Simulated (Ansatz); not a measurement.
System: Ir, space group Fm-3m (No. 225).

The given structure:
```
CELL_PARAMETERS angstrom
0.00000 -1.91970 -1.91970
-1.91970 0.00000 -1.91970
1.91970 1.91970 -3.83940
ATOMIC_POSITIONS crystal
Ir 0.50000 0.50000 0.50000
Ir 0.00000 0.00000 0.00000
```

Displacement pattern for amplitude 1 (x, y, z for each atom, in the order of the cell):
```
atom      x      y      z
 Ir1  -0.58  -0.58   0.58
 Ir2   0.58   0.58  -0.58
```

Calculation (Ansatz 0.2.0): a normal mode of the cell frozen into a crystal at growing amplitude, by plane-wave density functional theory with PAW datasets, free energies less that of the undisturbed cell; scalar-relativistic. Level: PBEsol, no spin polarisation.

| setting | value |
| --- | --- |
| wave cutoff | 420 eV |
| k mesh | 24×24×20 |
| occupations | Gaussian |
| smearing width | 0.15 eV |
| k shift | (0, 0, 0) (mesh steps) |
| start | as given |

The points at mode amplitude −0.09, −0.03, 0.06 and 0.12 follow from computed ones by symmetry.

What does the calculation give for the energy change against mode amplitude? The mode amplitude takes the values −0.120, −0.090, −0.060, −0.030, 0.000, 0.015, 0.030, 0.045, 0.060, 0.075, 0.090, 0.105, 0.120 Å.

The energy rises on both sides of the starting structure, which is therefore a minimum along this path. The energy change is 411.9 meV/cell at mode amplitude −0.120 Å and 411.9 meV/cell at 0.120 Å; the lowest computed point is at mode amplitude 0.000 Å (0.0 meV/cell), and no other minimum shows. The harmonic force constant k (E = k x²/2 near the start) is 54.9 eV/Å². The phonon wavenumber is 197 cm⁻¹.

```json
{"mode amplitude, largest move (Å)": "-0.120", "energy change (meV/cell)": "411.9"}
{"mode amplitude, largest move (Å)": "-0.090", "energy change (meV/cell)": "227.5"}
{"mode amplitude, largest move (Å)": "-0.060", "energy change (meV/cell)": "99.8"}
{"mode amplitude, largest move (Å)": "-0.030", "energy change (meV/cell)": "24.8"}
{"mode amplitude, largest move (Å)": "0.000", "energy change (meV/cell)": "0.0"}
{"mode amplitude, largest move (Å)": "0.015", "energy change (meV/cell)": "6.2"}
{"mode amplitude, largest move (Å)": "0.030", "energy change (meV/cell)": "24.8"}
{"mode amplitude, largest move (Å)": "0.045", "energy change (meV/cell)": "55.9"}
{"mode amplitude, largest move (Å)": "0.060", "energy change (meV/cell)": "99.8"}
{"mode amplitude, largest move (Å)": "0.075", "energy change (meV/cell)": "156.9"}
{"mode amplitude, largest move (Å)": "0.090", "energy change (meV/cell)": "227.5"}
{"mode amplitude, largest move (Å)": "0.105", "energy change (meV/cell)": "312.3"}
{"mode amplitude, largest move (Å)": "0.120", "energy change (meV/cell)": "411.9"}
```

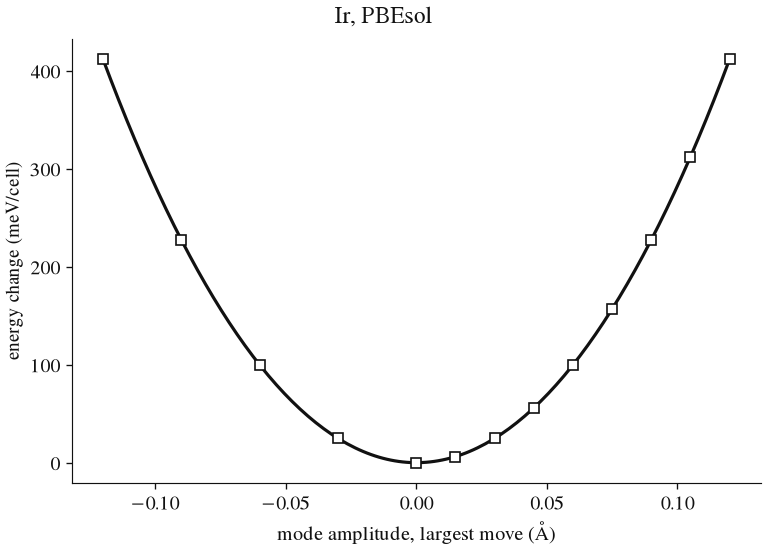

Keep in mind: reference crystal is not relaxed.
